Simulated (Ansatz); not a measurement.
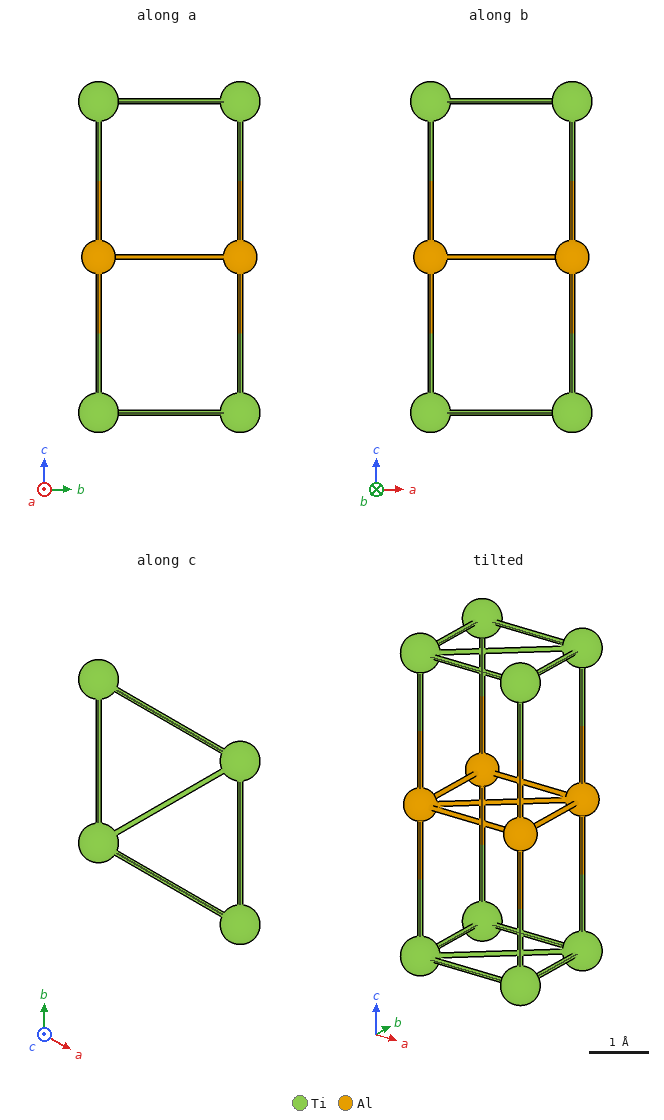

Crystal structure, ball-and-stick style, seen along the a axis, along the b axis, along the c axis and slightly off an axis. The conventional unit cell is outlined; an atom on or near a face, edge or corner is repeated at each equivalent position.

Lattice parameters: a = 2.808 Å, b = 2.808 Å, c = 5.347 Å, α = 90.00°, β = 90.00°, γ = 120.00°.

> Convert the drawing into a table of Wyckoff sites.

Space group P6/mmm (No. 191).
| atom | site | x | y | z |
| --- | --- | --- | --- | --- |
| Ti | 1a | 0.0000 | 0.0000 | 0.0000 |
| Al | 1b | 0.0000 | 0.0000 | 0.5000 |

The structure comes from a random cell made by a generator, so it need not be a real form of the compound. Earlier steps of the study may have refined or changed the cell and positions. A calculation with Ansatz used it as input.
